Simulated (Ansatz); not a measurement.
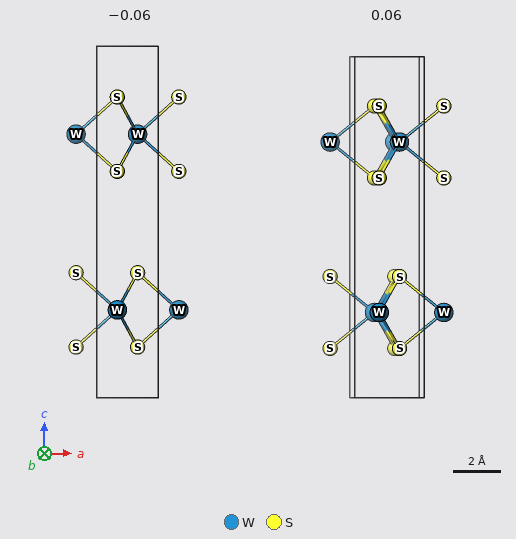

Solid WS₂ (set up in P6_3/mmc), under uniaxial strain along a (b, c and atoms relaxed), with energies (extrapolated to zero smearing) counted from the relaxed crystal, which is the row at zero. The picture shows the first and the last member. The picture is a ball-and-stick view of the cell of the calculation, seen along the b axis.

Computed with Ansatz 0.2.0: DFT PBE, scalar-relativistic, plane waves, PAW. Settings: plane-wave cutoff 420 eV; k-point mesh 12 × 12 × 2; occupations gaussian; smearing width 0.02 eV; no spin polarisation; force threshold 0.008 eV/Å.

| strain | energy (meV/atom) | a (Å) | b (Å) | c (Å) | band gap (eV) |
| --- | --- | --- | --- | --- | --- |
| −0.06 | 54.47 | 2.997 | 3.170 | 15.095 | 1.64 |
| −0.04 | 22.76 | 3.060 | 3.175 | 15.024 | 1.72 |
| −0.02 | ? | ? | ? | ? | ? |
| 0.0 | 0.00 | 3.188 | 3.188 | 14.871 | 1.63 |
| 0.02 | 4.77 | 3.252 | 3.193 | 14.799 | 1.43 |
| 0.04 | 18.00 | 3.315 | 3.198 | 14.726 | 1.24 |
| 0.06 | 38.20 | 3.379 | 3.203 | 14.648 | 1.06 |

Estimate the missing row from the others, and compare with the calculation.

Answer. A parabola through three neighbouring rows (−0.06, −0.04, 0.0) gives, with Lagrange weights, (−0.3333)(54.47) + (1.0000)(22.76) + (0.3333)(0.00) = 4.61 meV/atom. The calculation gives 5.35 meV/atom (a = 3.124 Å, b = 3.182 Å, c = 14.949 Å). The estimate is 0.74 meV/atom too low. For the gap a parabola through the rows −0.06, −0.04, 0.0 gives 1.72 eV, and the calculation 1.74 eV (semilocal gaps, lower than measured ones as a rule). From the first member to the last: W–W 2.997 → 3.379 Å, S–W 2.389 → 2.454 Å, S–W 2.438 → 2.402 Å.

The whole series:

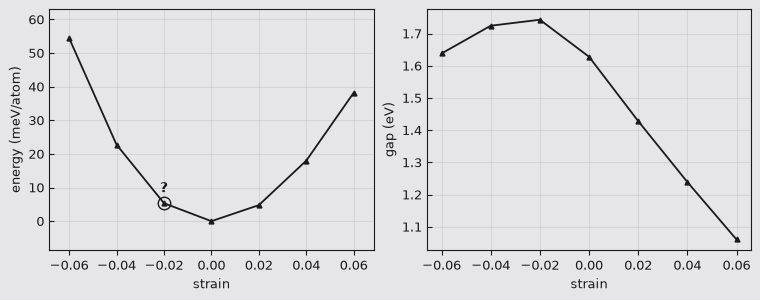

Each member starts from this one structure; whether another phase lies lower wasn't checked.

Limits of the set-up: layers or molecules are held without a dispersion correction, so their spacing is unreliable.
